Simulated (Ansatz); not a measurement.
C₄H: single-point calculation

The run: single-point calculation of C₄H (slab, 10 atoms in the cell). Method and program: DFT PBE+D3(BJ), scalar-relativistic, plane waves, PAW, PAW set soft_1, no spin polarisation (Ansatz 0.2.0).

The structure derives from an entry of the Crystallography Open Database. Figures and captions count atoms from 1; the log counts them from 0 in places.

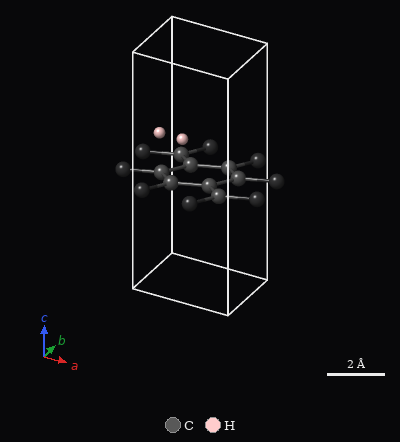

Fig. 1: The input geometry (ball-and-stick view of the cell of the calculation, with the vacuum cut short, seen slightly off an axis; neighbours outside the cell are drawn fainter). An atom can appear more than once, as a periodic image.

**Input file**
```yaml
crystal:
  lattice:
    - [4.9313048819, 0.0, 0.0]
    - [-2.4656524409, 4.2706353015, 0.0]
    - [0.0, 0.0, 18.0000331942]
  atoms:
    - { symbol: C, position: [0.3333333333, 0.1666666667, 0.2222236565] }
    - { symbol: C, position: [0.3333333333, 0.6666666667, 0.2222236565] }
    - { symbol: C, position: [0.8333333333, 0.1666666667, 0.2222236565] }
    - { symbol: C, position: [0.8333333333, 0.6666666667, 0.2222236565] }
    - { symbol: C, position: [0.1666666667, 0.3333333333, 0.2222218124] }
    - { symbol: C, position: [0.1666666667, 0.8333333333, 0.2222218124] }
    - { symbol: C, position: [0.6666666667, 0.3333333333, 0.2222218124] }
    - { symbol: C, position: [0.6666666667, 0.8333333333, 0.2222218124] }
    - { symbol: H, position: [0.2135881515, 0.1666666667, 0.3183345904] }
    - { symbol: H, position: [0.4530785152, 0.1666666667, 0.3183345904] }
basis:
  ecutwfc: 420
kpoints:
  mp_grid: { grid: [6, 6, 1] }
hamiltonian:
  xc: pbe
  pseudopotentials: { kind: paw, azcp: { folder: soft_1 } }
  dispersion: d3bj
scf:
  occupations: { method: gaussian, width: 0.1 }
output:
  forces: true
  eigenvalues: true
  write_density: true
  write_potential: true
  elf: true
  volumetric_format: npy
efield:
  axis: 3
  dipole_correction: true
  ramp_width: 0.04
```

Run as:
```bash
ansatz run input.yaml --threads 1 --pin off --max-ram 3072MiB --backend cpu --events-out ev --progress --plain --runs-dir out
```

**The program's output**
```
Engine: ansatz 0.2.0, aarch64-unknown-linux-gnu
Pseudopotentials: kind: paw
Pseudopotential: C, paw, valence charge 4, recommended cutoff 420 eV (normal), [file]
Pseudopotential: H, paw, valence charge 1, recommended cutoff 420 eV (normal), [file]
Functional definition: PBE
  parameter kappa = 0.804
  parameter beta = 0.06672455060314922
  exchange = pbe_x(kappa = kappa, mu = beta*pi^2/3)
  correlation = pbe_c(beta = beta)
Crystal: 10 atoms, lattice volume = 379.077 Å³
Basis set: ecut = 420 eV, 7375 PW (Γ), exchange–correlation on 72×72×250 points (8 copies of the dense FFT grid, shifted against one another)
Bands: 27, of which v1, the nominal top of the filled ones, is band 17 counted from 1 (16 counted from 0)
Symmetry: 2 space group operations
Space group: Cm (ITA 8), of the structure as read, at distance tolerance 7.2e-5 Å
k-points: 13 of 36 (time reversal used)
Non-local potential: C, projectors of the file, l = 0: 2, l = 1: 2, l = 2: 1
Non-local potential: H, projectors of the file, l = 0: 2, l = 1: 1
PAW form: soft (Blöchl's): semilocal exchange-correlation on the pseudo side does not see the compensation charge
PAW one-centre angular grid: C, 110 points (default); XC on 64 Gauss nodes
PAW one-centre angular grid: H, 110 points (default); XC on 64 Gauss nodes
Initial wavefunctions: pseudopotential atomic-orbital guess
Functional: x = pbe(κ = 0.804, μ = 0.2195149727645171), c = pbe(β = 0.06672455060314922)
SCF iter   1: F=—  HF=-2041.598753 eV  |F-HF|=—  |Δ(HF+E_count)|=         —  Δρ=5.64e-2  dr2=1.12e1  ethr=3.10e-3  p=-0.000 e·Å  D=-2.13e-6 V/Å  ΔV_dip=0.00 eV  dr2_dipole=3.42e-3  V_vac-E_F(+/−)=8.10/8.10 eV  ⟨swp⟩=9.2  Hψ=2163  notcnv=0  defer=16
efield: sawtooth ramp at fractional position 0.7503 (placed from the atoms, in the widest stretch of the axis that holds none; the zero of the levels goes with the place), width 0.0400; the density the first Hamiltonian is built on has a dipole p = -0.000 e·Å; the dipole correction subtracts the counter field D = -2.13e-6 V/Å, which shifts the + side's vacuum level by +0.00 eV against the − side's; the planar-averaged density in the ramp window peaks in size at 1.5e-6 e/Å³
preconditioner: auto → Resta (q_TF=auto, 1.825 Å⁻¹)  ε∞=1.5  [insulator: Δε(μ)=0.816 eV  Ē_g=15.834 eV  σ=0.100 eV  W_gap=1.00  n_scr=52 (ndim 8)  ℏωp=11.1 eV  f_vac=0.715  D(μ)=0.00/eV (n_scr^D=0)  ε∞_Penn≈1.5  vacuum switching on, ρ_ref=1.8e-2 e/Å³]
SCF iter   2: F=—  HF=-2037.554207 eV  |F-HF|=—  |Δ(HF+E_count)|=    4.04e0  Δρ=2.32e-2  dr2=1.50e0  ethr=3.10e-3  p=0.037 e·Å  D=1.77e-2 V/Å  ΔV_dip=-0.32 eV  dr2_dipole=2.04e-2  V_vac-E_F(+/−)=5.58/5.89 eV  ⟨swp⟩=3.6  Hψ=909  notcnv=0  defer=57
SCF iter   3: F=—  HF=-2037.121523 eV  |F-HF|=—  |Δ(HF+E_count)|=   4.33e-1  Δρ=7.06e-3  dr2=3.09e-1  ethr=3.10e-3  p=-0.166 e·Å  D=-7.92e-2 V/Å  ΔV_dip=1.42 eV  dr2_dipole=2.11e-2  V_vac-E_F(+/−)=5.58/4.15 eV  ⟨swp⟩=3.2  Hψ=766  notcnv=0  defer=53
SCF iter   4: F=—  HF=-2037.047930 eV  |F-HF|=—  |Δ(HF+E_count)|=   7.36e-2  Δρ=2.45e-3  dr2=1.09e-2  ethr=9.10e-4  p=-0.086 e·Å  D=-4.11e-2 V/Å  ΔV_dip=0.74 eV  dr2_dipole=3.29e-4  V_vac-E_F(+/−)=5.17/4.43 eV  ⟨swp⟩=2.5  Hψ=546  notcnv=0  defer=53
SCF iter   5: F=—  HF=-2037.049173 eV  |F-HF|=—  |Δ(HF+E_count)|=   1.24e-3  Δρ=6.52e-4  dr2=1.04e-3  ethr=3.20e-5  p=-0.098 e·Å  D=-4.67e-2 V/Å  ΔV_dip=0.84 eV  dr2_dipole=1.50e-5  V_vac-E_F(+/−)=5.26/4.42 eV  ⟨swp⟩=3.2  Hψ=709  notcnv=0  defer=42
SCF iter   6: F=—  HF=-2037.049271 eV  |F-HF|=—  |Δ(HF+E_count)|=   9.76e-5  Δρ=1.94e-4  dr2=1.22e-4  ethr=3.07e-6  p=-0.101 e·Å  D=-4.80e-2 V/Å  ΔV_dip=0.86 eV  dr2_dipole=1.43e-7  V_vac-E_F(+/−)=5.28/4.41 eV  ⟨swp⟩=2.0  Hψ=498  notcnv=0  defer=42
SCF iter   7: F=—  HF=-2037.049295 eV  |F-HF|=—  |Δ(HF+E_count)|=   2.41e-5  Δρ=3.69e-5  dr2=3.69e-6  ethr=3.58e-7  p=-0.100 e·Å  D=-4.79e-2 V/Å  ΔV_dip=0.86 eV  dr2_dipole=7.43e-8  V_vac-E_F(+/−)=5.27/4.41 eV  ⟨swp⟩=2.0  Hψ=474  notcnv=0  defer=42
SCF iter   8: F=—  HF=-2037.049200 eV  |F-HF|=—  |Δ(HF+E_count)|=   9.53e-5  Δρ=9.72e-6  dr2=1.97e-7  ethr=1.09e-8  p=-0.100 e·Å  D=-4.79e-2 V/Å  ΔV_dip=0.86 eV  dr2_dipole=1.06e-9  V_vac-E_F(+/−)=5.27/4.41 eV  ⟨swp⟩=2.0  Hψ=538  notcnv=0  defer=42
SCF iter   9: F=-2037.049200 eV  HF=-2037.049200 eV  |F-HF|=5.85e-8  |Δ(HF+E_count)|=   3.18e-7  Δρ=3.46e-6  dr2=7.12e-8  ethr=2.94e-10  p=-0.100 e·Å  D=-4.78e-2 V/Å  ΔV_dip=0.86 eV  dr2_dipole=3.18e-9  V_vac-E_F(+/−)=5.27/4.41 eV  ⟨swp⟩=25.1  Hψ=3599  notcnv=0
SCF 1 converged in 9 iterations: F = -2037.049200 eV  dr2 = 7.12e-8
  greatest PAW one-centre occupation: 0.680 electrons in one spin orbital (limit 2), on the C atom at site 0 (counted from 0), in its partial waves of l = 0
```

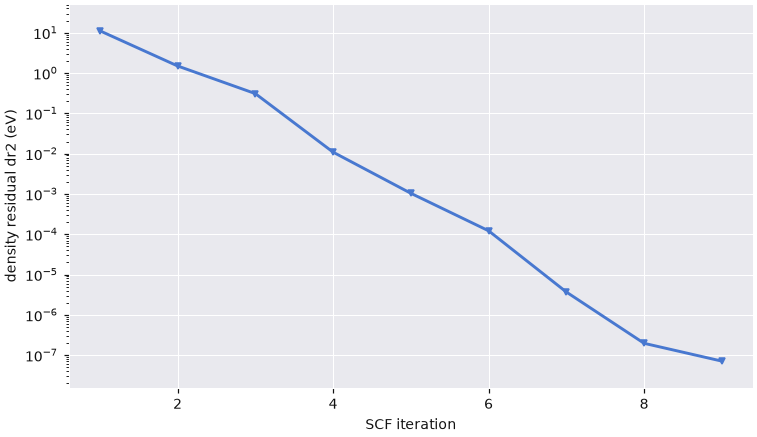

Fig. 2: Convergence of the self-consistent field: density residual dr2 against the SCF iteration. The residual falls at every step.

```
WARN: The output density's exchange-correlation potential varies sharply where the density is thin. Do not read a vacuum level from v_tot or v_xc, or from such a field of the output density. On a cell that repeats whose density bears no net charge and no dipole along the vacuum's axis use v_es (v_loc + v_h of the components); under efield.dipole_correction with no amplitude use v_es + v_field, which holds any external_charges[].barrier, or the levels of the report's work_function block, which leave it out; under a non-zero efield.amplitude the vacuum is tilted and has no level; on a cell that repeats and bears such a dipole with no correction it is tilted too, and efield.dipole_correction with no amplitude gives each side of its ramp a level where efield: is served; in a cell that repeats whose density bears a net charge (total_charge, or a fill off its count) it is curved and has none; of a slab under crystal.periodic whose density bears no net charge use v_es, which has a level on each side, short of where the two are joined; of another it falls or rises all the way out and has none; of a slab beside external_charges read slab_vacuum_level instead, which it has where they leave it neutral. The grid or the basis barely resolves most such structure, and the values can differ between equally converged runs; as a rule a tighter scf.convergence.dr2_threshold does not remove it. Where the density itself ripples (under the LDA too) a higher basis.ecutwfc lessens it. The files hold the spikes' plane waves up to the density's cutoff. Files: v_tot_of_output_density and the like, and their columns of v_z.tsv (output.write_potential); v_xc_of_output_density and the like, and their columns of v_comp_z.tsv (output.write_potential_components). Measured: with its Gaussian average of σ = 0.25 Å subtracted twice, the exchange-correlation potential is over 0.1 eV at 327 of the grid points where the equally averaged density (valence and model cores) is under 1e-3 e/Å³, and 0.252 eV at the most among them, at an averaged density of 4.6e-7 e/Å³. The input density's (outcome.potential() and, of a run that writes arrays, v_tot and v_xc) is over 0.1 eV, so measured, at 322 points of its own thin density, 0.250 eV at the most. See output.write_potential in the manual, Limitations
SCF converged after 9 iterations
Free energy (F): -2037.049200 eV
Harris-Foulkes:  -2037.049200 eV  (|F-HF|=5.85e-8)
Internal energy: -2037.049181 eV  (E = F + TS)
E sigma→0 (E₀):  -2037.049190 eV
Entropy (-TS):   -0.000020 eV (-0.002 meV/atom)
Fermi energy:    -2.530161 eV
Dipole field:    D = -0.047894 V/Å  (p = -0.100335 e·Å, saw-weighted, corrected)
Work function:   Φ+ = 5.2734 eV   Φ− = 4.4114 eV
Levels:          The Fermi level and band energies are counted from a zero that moves with the ramp; work functions are not
--- Per-component energies (eV) ---
  E_band       = -389.211686
  E_kinetic    = 733.111585
  E_local      = -12479.689539  (includes V_loc(G=0)·N_el)
  E_nonlocal   = 188.870428
  E_hartree    = 5858.781004
  E_xc         = -392.165494
  E_vxc        = -483.949430  (∫ρ·V_xc dr)
  E_paw        = -801.705065  (= ΣΔE_a)
  E_vpaw       = -63.880005  (= ΣTr[D̂ρ^β])
  E_aug_tail   = -0.001431  (compensation charges beyond the density's cutoff)
  E_efield     = 0.002403  (sawtooth field / dipole correction)
  E_vefield    = -1.238052  (∫n·V_field dr)
  E_ewald      = 4856.653230
  E_disp       = -0.906301  (pairwise vdW)
  E_smearing   = -0.000020  (= −TS)
  E_closure    = 0.000000  (closes the sum)
  Σ components = -2037.049200   (vs F -2037.049200, Δ=0.00e0)
--- Forces (eV/Å), atoms counted from 1 ---
  atom   1  C     -0.00000000    -0.17446401    -1.66321204
  atom   2  C     -0.13471802    -0.00898034    -0.00455023
  atom   3  C      0.00000000     0.04372517    -0.04352631
  atom   4  C      0.13471802    -0.00898034    -0.00455023
  atom   5  C     -0.30436295     0.24217300    -0.80690560
  atom   6  C     -0.00000000    -0.44852626    -0.97269772
  atom   7  C      0.30436295     0.24217300    -0.80690560
  atom   8  C     -0.00000000    -0.00762928     0.29968072
  atom   9  H      4.22585777     0.06025465     2.00158916
  atom  10  H     -4.22585777     0.06025465     2.00158916
  max |Σ_I F_I| component: 5.11e-4 eV/Å
--- Band table (eV; the first three rows and the last of 13) ---
  k-point 0: bands = ["-22.1881", "-17.0712", "-16.8813", "-16.8637", "-15.9141", "-15.8697", "-15.8581", "-10.9000", "-9.0871", "-9.0492", "-9.0054", "-6.8158", "-5.6618", "-5.6438", "-5.0989", "-4.9694", "-3.7282", "-1.6962", "-0.9904", "-0.8646", "1.3119", "2.3326", "2.6796", "2.7207", "3.7773", "4.4528", "4.7316"]
  k-point 1: bands = ["-22.0244", "-18.2090", "-17.3498", "-17.2963", "-15.2310", "-15.2212", "-14.3715", "-10.7317", "-9.5350", "-9.5278", "-8.8868", "-7.0795", "-6.2909", "-5.9998", "-5.4497", "-5.2360", "-3.8177", "-1.3703", "-0.6448", "0.1103", "1.5243", "2.5092", "2.5853", "2.8456", "3.9731", "4.5129", "4.8146"]
  k-point 2: bands = ["-21.5361", "-19.5971", "-17.7634", "-17.7200", "-14.0599", "-14.0559", "-12.2750", "-10.7029", "-10.6710", "-10.2452", "-8.4146", "-7.9992", "-7.7994", "-6.7919", "-5.9744", "-5.4663", "-3.8406", "-0.6943", "-0.1033", "2.0877", "2.2295", "2.2856", "2.8615", "3.4111", "4.3200", "4.7431", "4.9664"]
  k-point 12: bands = ["-21.0493", "-20.0785", "-19.1157", "-16.4727", "-14.5926", "-12.3125", "-12.1351", "-11.1478", "-10.1312", "-9.8099", "-9.0672", "-8.5707", "-8.2688", "-7.6655", "-7.0021", "-4.9141", "-3.3344", "-1.3270", "0.4830", "1.8286", "2.8912", "3.2253", "3.9918", "4.0338", "4.4228", "4.5319", "5.2909"]
```

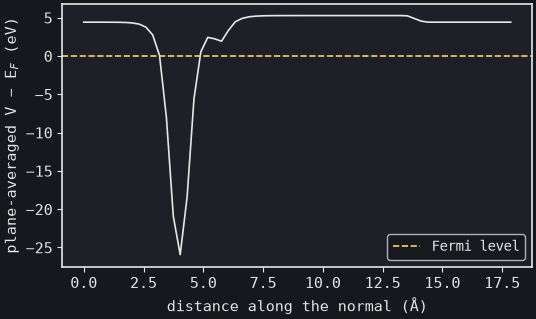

Fig. 3: Plane average of the electrostatic potential energy of an electron across the cell, from the Fermi level. The vacuum level lies 5.27 eV above the Fermi level on the upper side and 4.41 eV on the lower.

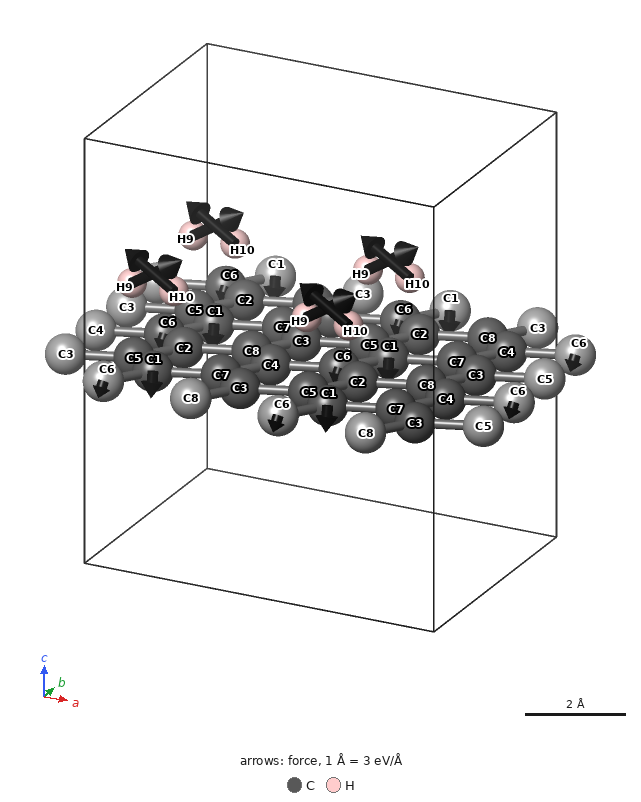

Fig. 4: Forces on the atoms as black arrows (ball-and-stick view of the 2 × 2 repeat of the cell, with the vacuum cut short, seen slightly off an axis; neighbours outside the cell are drawn fainter; atoms are numbered from 1 in the order of the input); the smallest are left out. The largest act on H9, H10 (4.68 eV/Å); C1 (1.67 eV/Å). The geometry is not a stationary point of this energy.

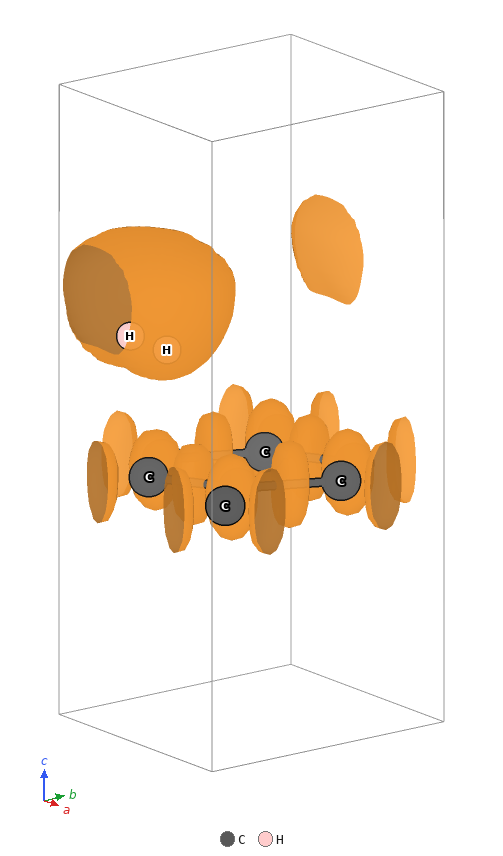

Fig. 5: Isosurface of the electron localisation function at 0.85 (orange), seen slightly off an axis. Only the valence region is drawn (cores and ρ < 0.01 e/Å³ removed). Sticks mark near contacts. Along the contacts the grid gives the following. C–C (1.42 Å): the ELF peaks at about 0.95 between the atoms (a covalent bond). The fields are those of the smooth PAW valence density.

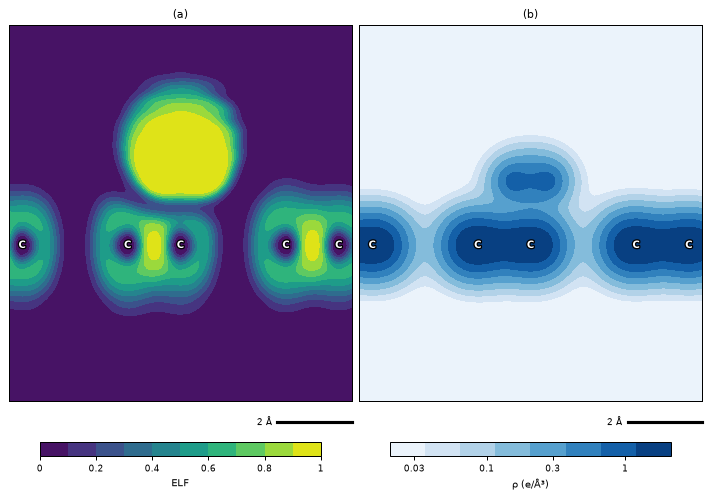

Fig. 6: (a) electron localisation function; (b) valence pseudo-density on the (110) plane of the calculation cell, a cut from vacuum to vacuum. C–C (1.42 Å): the density is about 2 e/Å³ at the midpoint, a local maximum along the line; the ELF peaks at about 0.95 between the atoms, which marks a shared electron pair. The density dies away to nearly zero in the vacuum.

**Summary**

| quantity | value |
| --- | --- |
| outcome | converged |
| electrons treated | 34 |
| free energy | −2037.0492 eV |
| work function, top face | 5.27 eV |
| work function, bottom face | 4.41 eV |
| Fermi energy | −2.530 eV |
| gap on the k-point mesh | 0.48 eV |
| work function (upper face) | 5.27 eV |
| largest force (length of the vector) | 4.676 eV/Å |
| hardware | 1 thread of Arm Neoverse V1, 24 GiB of memory available, shared host |
| wall time | 16 s |
| peak memory | 0.47 GiB |

Warnings of the run: the exchange-correlation potential is rough where the density is thin.
